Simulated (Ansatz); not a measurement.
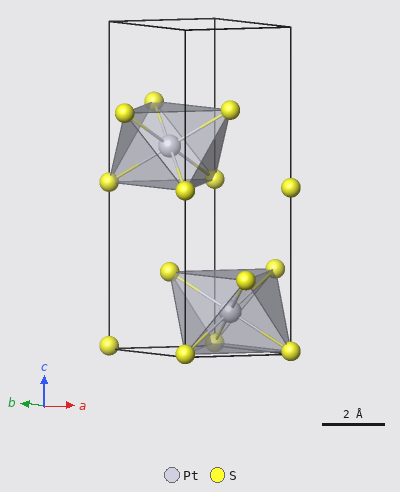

Figure 1. The input geometry (polyhedral view of the cell of the calculation, seen at an oblique angle; polyhedra are completed across the faces of the cell).

Band-structure calculation of PtS₂

PtS₂ (P6₃mc, 6 atoms in the cell), computed with DFT, r2SCAN+rVV10, plane waves, PAW, no spin polarisation (Ansatz 0.2.0).

The structure was built on a prototype by a generator. The geometry comes from this level: r2scan-rvv10.

## The input
```yaml
crystal:
  lattice:
    - [3.5378661544, 0.0, 0.0]
    - [-1.7689330772, 3.0638819649, 0.0]
    - [0.0, 0.0, 10.6845889232]
  atoms:
    - { symbol: Pt, position: [0.3333333333, 0.6666666667, 0.6251582888] }
    - { symbol: Pt, position: [0.6666666667, 0.3333333333, 0.1251582888] }
    - { symbol: S, position: [0.6666666667, 0.3333333333, 0.7406402412] }
    - { symbol: S, position: [0.3333333333, 0.6666666667, 0.2406402412] }
    - { symbol: S, position: [0.0, 0.0, 0.00920347] }
    - { symbol: S, position: [0.0, 0.0, 0.50920347] }
kpoints:
  mp_grid: { grid: [12, 12, 4] }
  band_path:
    path:
      - [0.0, 0.0, 0.0]
      - [0.5, 0.0, 0.0]
      - [0.3333333333, 0.3333333333, 0.0]
      - [0.0, 0.0, 0.5]
      - [0.5, 0.0, 0.5]
      - [0.3333333333, 0.3333333333, 0.5]
    npoints: 1
hamiltonian:
  xc: r2scan
  dispersion: rvv10
scf:
  occupations: { method: fermi_dirac, width: 0.03 }
  n_extra_bands: 5
output:
  forces: true
  stress: true
  eigenvalues: true
```

Command:
```bash
ansatz run input.yaml --threads 2 --pin off --max-ram 2211MiB --backend cpu --events-out ev --progress --plain --runs-dir out
```

## Output
```
scf.n_extra_bands = 5 over 30 filled bands (N_el = 60.0): the run solves 35 bands
Engine: ansatz 0.2.0, x86_64-unknown-linux-gnu
Pseudopotentials: kind: paw
Pseudopotential: Pt, paw, valence charge 18, recommended cutoff 500 eV (meta_gga), Pt.paw.azcp
Pseudopotential: S, paw, valence charge 6, recommended cutoff 500 eV (meta_gga), S.paw.azcp
Functional definition: r2SCAN+rVV10
  parameter k0 = 0.174
  parameter k1 = 0.065
  parameter a1 = 4.9479
  exchange = r2scan_x(k0 = k0, k1 = k1, a1 = a1)
  correlation = r2scan_c + rvv10(11.95, 0.0093)
Crystal: 6 atoms, lattice volume = 115.817 Å³
Basis set: ecut = 500 eV, 2991 PW (Γ), exchange–correlation on 120×120×360 points (64 copies of the dense FFT grid, shifted against one another)
Bands: 35, of which v1, the nominal top of the filled ones, is band 30 counted from 1 (29 counted from 0)
Symmetry: 12 space group operations
Space group: P63mc (ITA 186), of the structure as read, at distance tolerance 4.9e-5 Å
k-points: 57 of 576 (time reversal used)
Non-local potential: Pt, projectors of the file, l = 0: 3, l = 1: 2, l = 2: 2, l = 3: 1
Non-local potential: S, projectors of the file, l = 0: 2, l = 1: 2, l = 2: 2
PAW form: soft (Blöchl's): semilocal exchange-correlation on the pseudo side does not see the compensation charge
rVV10 density: all electrons in the spheres
PAW frozen core: Pt, regenerated for the run's functional (the file was generated under x = pbe(κ = 0.804, μ = 0.2195149727645171), c = pbe(β = 0.06672455060314922))
PAW frozen core: S, regenerated for the run's functional (the file was generated under x = pbe(κ = 0.804, μ = 0.2195149727645171), c = pbe(β = 0.06672455060314922))
PAW one-centre angular grid: Pt, 590 points (default); XC on 160 Gauss nodes
PAW one-centre angular grid: S, 302 points (default); XC on 160 Gauss nodes
Initial density: superposition of atomic densities (neutral atoms: chi_scale 0, normalization atom), corrected by the library's trained network
Initial wavefunctions: pseudopotential atomic-orbital guess
Functional: x = r2scan, c = r2scan + rvv10(b = 11.95, C = 0.0093); τ floored in thin density (d = 2e-4 eV/Å³)
SCF iter   1: F=—  HF=-28691.224572 eV  |F-HF|=—  |Δ(HF+E_count)|=         —  Δρ=8.45e-3  dr2=7.92e-2  dr2_τ=1.72e-1  ethr=1.77e-3  ⟨swp⟩=6.9  Hψ=8617  notcnv=0
preconditioner: auto → Resta (q_TF=auto, 2.445 Å⁻¹)  ε∞=8.3  [insulator: Δε(μ)=0.997 eV  Ē_g=8.479 eV  σ=0.030 eV  W_gap=1.00  n_scr=38 (ndim 8)  ℏωp=22.9 eV  f_vac=0.035  D(μ)=0.00/eV (n_scr^D=0)  ε∞_Penn≈8.3]
SCF iter   2: F=—  HF=-28691.290337 eV  |F-HF|=—  |Δ(HF+E_count)|=   6.58e-2  Δρ=4.75e-3  dr2=9.56e-3  dr2_τ=4.27e-3  ethr=1.32e-4  ⟨swp⟩=2.1  Hψ=3808  notcnv=0  defer=43
SCF iter   3: F=—  HF=-28691.291507 eV  |F-HF|=—  |Δ(HF+E_count)|=   1.17e-3  Δρ=2.55e-3  dr2=2.70e-3  dr2_τ=1.86e-4  ethr=1.59e-5  ⟨swp⟩=1.0  Hψ=1952  notcnv=0  defer=43
SCF iter   4: F=—  HF=-28691.292017 eV  |F-HF|=—  |Δ(HF+E_count)|=   5.11e-4  Δρ=2.40e-4  dr2=7.87e-5  dr2_τ=3.58e-6  ethr=4.50e-6  ⟨swp⟩=2.8  Hψ=3235  notcnv=0  defer=43
SCF iter   5: F=—  HF=-28691.292028 eV  |F-HF|=—  |Δ(HF+E_count)|=   1.10e-5  Δρ=6.68e-5  dr2=1.13e-5  dr2_τ=6.42e-7  ethr=1.31e-7  ⟨swp⟩=2.1  Hψ=2954  notcnv=0  defer=43
SCF iter   6: F=—  HF=-28691.292030 eV  |F-HF|=—  |Δ(HF+E_count)|=   1.11e-6  Δρ=2.78e-5  dr2=1.77e-6  dr2_τ=1.72e-7  ethr=1.88e-8  ⟨swp⟩=2.2  Hψ=2918  notcnv=0  defer=43
SCF iter   7: F=-28691.292029 eV  HF=-28691.292029 eV  |F-HF|=1.21e-8  |Δ(HF+E_count)|=   1.09e-7  Δρ=7.96e-6  dr2=9.89e-8  dr2_τ=7.59e-9  ethr=1.67e-10  ⟨swp⟩=6.9  Hψ=9686  notcnv=0
SCF 1 converged in 7 iterations: F = -28691.292029 eV  dr2 = 9.89e-8
  greatest PAW one-centre occupation: 1.000 electrons in one spin orbital (limit 2), on the Pt atom at site 1 (counted from 0), in its partial waves of l = 0
```

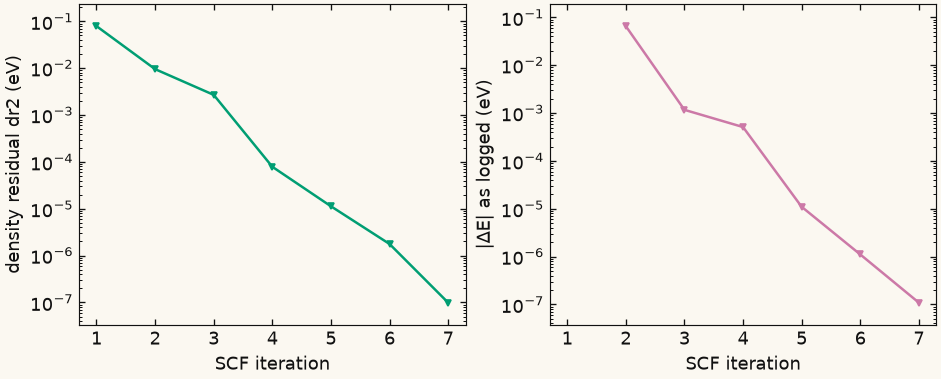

Figure 2. Convergence of the self-consistent field: density residual dr2 and size of the energy change against the SCF iteration. The residual falls at every step.

```
NSCF: frozen V_eff on 6 k-points
SCF converged after 7 iterations
Free energy (F): -28691.292029 eV
Harris-Foulkes:  -28691.292029 eV  (|F-HF|=1.21e-8)
Internal energy: -28691.292029 eV  (E = F + TS)
E sigma→0 (E₀):  -28691.292029 eV
Fermi energy:    10.127642 eV
--- Per-component energies (eV) ---
  E_band       = -734.765622
  E_kinetic    = 1698.188000
  E_local      = -6560.513923  (includes V_loc(G=0)·N_el)
  E_nonlocal   = 513.073971
  E_hartree    = 2609.348116
  E_xc         = -858.337942
  E_vxc        = -1051.749348  (∫ρ·V_xc dr)
  E_paw        = -21395.656475  (= ΣΔE_a)
  E_vpaw       = -613.389697  (= ΣTr[D̂ρ^β])
  E_aug_tail   = 0.000245  (compensation charges beyond the density's cutoff)
  E_vtau       = 60.930313  (kinetic-family band-sum trace: ∫τ·v_τ [+ j·A + Jᵃ·Aᵃ] dr)
  E_ewald      = -4696.491966
  E_core_change = -0.902056  (= ΣΔE_core)
  E_smearing   = -0.000000  (= −TS)
  E_closure    = 0.000000  (closes the sum)
  Σ components = -28691.292029   (vs F -28691.292029, Δ=0.00e0)
--- Forces (eV/Å), atoms counted from 1 ---
  atom   1  Pt     0.00000000     0.00000000    -0.00089422
  atom   2  Pt    -0.00000000    -0.00000000    -0.00089422
  atom   3  S     -0.00000000    -0.00000000     0.00201347
  atom   4  S     -0.00000000     0.00000000     0.00201347
  atom   5  S     -0.00000000    -0.00000000    -0.00111499
  atom   6  S      0.00000000     0.00000000    -0.00111499
  max |Σ_I F_I| component: 8.52e-6 eV/Å
--- Stress (GPa, compression-positive) ---
       -0.006098       0.000000       0.000000
       -0.000000      -0.006098       0.000000
        0.000000       0.000000       0.022690
  P = ⅓ Tr σ = 0.0035 GPa (0.035 kbar)
--- Band table (eV; the first three rows and the last of 57) ---
  k-point 0: bands = ["-91.6953", "-91.6953", "-45.3010", "-45.3010", "-45.3010", "-45.3010", "-45.2137", "-45.2137", "-5.9055", "-5.6497", "-3.7313", "-3.1684", "2.8508", "3.1331", "3.1331", "3.1550", "3.1550", "3.9591", "5.8772", "5.8772", "5.8838", "5.8838", "7.2336", "7.7770", "8.5484", "8.5722", "8.5722", "8.7565", "8.7565", "9.5301", "12.2629", "12.2629", "12.5501", "12.5501", "15.1707"]
  k-point 1: bands = ["-91.6953", "-91.6953", "-45.3010", "-45.3010", "-45.3010", "-45.3010", "-45.2137", "-45.2137", "-5.8735", "-5.6940", "-3.6457", "-3.2495", "2.9934", "3.1363", "3.1363", "3.1517", "3.1517", "3.7672", "5.8783", "5.8783", "5.8829", "5.8829", "7.3680", "7.7342", "8.5976", "8.5976", "8.6580", "8.7278", "8.7278", "9.3582", "12.3066", "12.3066", "12.5096", "12.5096", "15.2022"]
  k-point 2: bands = ["-91.6953", "-91.6953", "-45.3010", "-45.3010", "-45.3010", "-45.3010", "-45.2137", "-45.2137", "-5.7897", "-5.7897", "-3.4455", "-3.4455", "3.1440", "3.1440", "3.1440", "3.1440", "3.3575", "3.3575", "5.8806", "5.8806", "5.8806", "5.8806", "7.5946", "7.5946", "8.6611", "8.6611", "8.6611", "8.6611", "8.9776", "8.9776", "12.4098", "12.4098", "12.4098", "12.4098", "15.3671"]
  k-point 56: bands = ["-91.6947", "-91.6947", "-45.3184", "-45.3184", "-45.3184", "-45.3184", "-45.2099", "-45.2099", "-3.7622", "-3.7622", "-3.7490", "-3.7490", "3.2610", "3.2610", "3.4982", "3.4982", "3.5747", "3.5747", "5.2643", "5.2643", "5.3254", "5.3254", "6.2879", "6.2879", "6.5658", "6.5658", "8.0998", "8.0998", "8.1719", "8.1719", "11.2969", "11.2969", "11.3932", "11.3932", "16.1216"]
```

## File bands.tsv
```
# k_distance	band_0	band_1	band_2	band_3	band_4	band_5	band_6	band_7	band_8	band_9	band_10	band_11	band_12	band_13	band_14	band_15	band_16	band_17	band_18	band_19	band_20	band_21	band_22	band_23	band_24	band_25	band_26	band_27	band_28	band_29	band_30	band_31	band_32	band_33	band_34
# fermi_ev = 10.127642
# lock_threshold_ev = 1e-6
# [0, 0, 0] at k_distance = 0.000000
# [0.5, 0, 0] at k_distance = 1.025363
# [0.3333333333, 0.3333333333, 0] at k_distance = 1.617357
# [0, 0, 0.5] at k_distance = 2.837309
# [0.5, 0, 0.5] at k_distance = 3.862672
# [0.3333333333, 0.3333333333, 0.5] at k_distance = 4.454666
# levels_relative_to = fermi_ev
# free_energy_ev = -28691.292029
# largest_residual_norms_ev = 1.222e-4 1.027e-3 1.074e-3 1.150e-3 1.149e-3 1.149e-3 1.124e-3 1.097e-3 7.931e-4 8.802e-4 1.426e-3 1.311e-3 1.626e-3 1.528e-3 1.468e-3 1.374e-3 1.609e-3 5.010e-4 1.659e-3 1.783e-3 1.547e-3 1.742e-3 1.524e-3 1.526e-3 4.874e-4 5.558e-4 6.579e-4 8.705e-4 6.752e-4 6.574e-4 1.437e-3 1.448e-3 1.176e-3 1.376e-3 1.104e-3
0.000000	-101.822920	-101.822918	-55.428636	-55.428636	-55.428629	-55.428629	-55.341349	-55.341336	-16.033176	-15.777348	-13.858991	-13.296061	-7.276835	-6.994531	-6.994531	-6.972684	-6.972684	-6.168572	-4.250398	-4.250398	-4.243877	-4.243877	-2.893996	-2.350669	-1.579234	-1.555459	-1.555459	-1.371142	-1.371142	-0.597543	2.135220	2.135220	2.422408	2.422408	5.043028
1.025363	-101.822406	-101.822406	-55.453357	-55.453356	-55.434890	-55.434884	-55.337995	-55.337993	-14.272141	-14.161769	-13.854873	-13.723833	-7.940497	-7.810034	-6.429149	-6.349484	-5.707152	-5.485226	-5.240739	-5.001145	-3.533559	-3.528749	-3.435609	-3.419582	-3.404575	-3.126884	-3.054566	-2.991866	-2.817197	-2.407969	1.746108	1.815439	2.133113	2.349245	4.274857
1.617357	-101.822342	-101.822342	-55.446083	-55.446083	-55.446055	-55.446052	-55.337587	-55.337587	-13.889870	-13.889870	-13.880299	-13.873067	-6.836772	-6.836772	-6.691637	-6.594210	-6.594210	-6.562645	-4.884653	-4.833429	-4.833429	-4.722192	-3.836674	-3.836674	-3.606441	-3.606441	-2.221708	-1.906522	-1.906522	-1.789832	0.737747	1.100390	1.100390	1.808869	6.280619
2.837309	-101.822919	-101.822919	-55.428627	-55.428627	-55.428627	-55.428627	-55.341325	-55.341325	-15.917293	-15.917293	-13.573163	-13.573163	-6.983675	-6.983675	-6.983675	-6.983675	-6.770107	-6.770107	-4.247018	-4.247018	-4.247018	-4.247018	-2.533025	-2.533025	-1.466542	-1.466542	-1.466542	-1.466542	-1.150018	-1.150018	2.282128	2.282128	2.282128	2.282128	5.239445
3.862672	-101.822406	-101.822406	-55.453352	-55.453352	-55.434889	-55.434889	-55.337994	-55.337994	-14.225042	-14.225042	-13.781337	-13.781337	-7.877980	-7.877980	-6.390362	-6.390362	-5.557722	-5.557722	-5.178241	-5.178241	-3.532472	-3.532472	-3.445514	-3.445514	-3.267034	-3.267034	-3.009296	-3.009296	-2.570635	-2.570635	1.856231	1.856231	2.037799	2.037799	4.903112
4.454666	-101.822341	-101.822341	-55.446072	-55.446072	-55.446043	-55.446043	-55.337573	-55.337573	-13.889849	-13.889849	-13.876672	-13.876672	-6.866634	-6.866634	-6.629463	-6.629463	-6.552983	-6.552983	-4.863372	-4.863372	-4.802286	-4.802286	-3.839778	-3.839778	-3.561890	-3.561890	-2.027879	-2.027879	-1.955769	-1.955769	1.169297	1.169297	1.265568	1.265568	5.993935
```

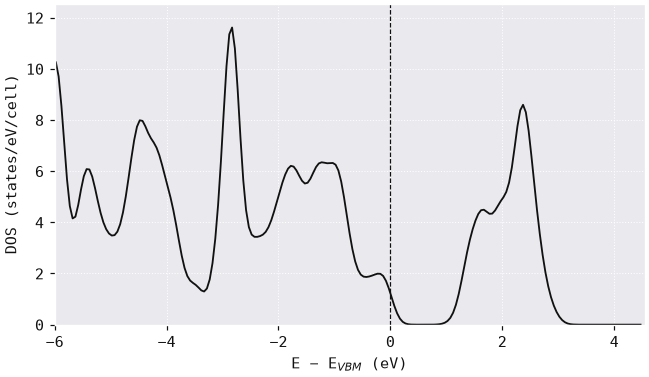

Figure 3. Density of states (the curve is built from the levels of the k mesh with Gaussians 0.3 eV wide, which also blur the band edges), with energies from the valence-band top. There is a gap of 1.10 eV on the k-point mesh. Small ripples come from the finite k-point mesh.

## Key numbers

| quantity | value |
| --- | --- |
| outcome | converged |
| space group (tolerance 0.01 Å) | P6₃mc (186) |
| electrons treated | 60 |
| free energy | −28691.2920 eV |
| Fermi energy | 10.128 eV |
| band gap | 1.10 eV |
| pressure | 0.00 GPa |
| largest force (length of the vector) | 0.002 eV/Å |
| hardware | 2 threads of Intel Xeon @ 2.70GHz, 189 GiB of memory available, shared host |
| wall time | 35 s (CPU time 66 s) |
| peak memory | 0.79 GiB |

## Remarks

Spin–orbit coupling is left out, which matters for Pt.
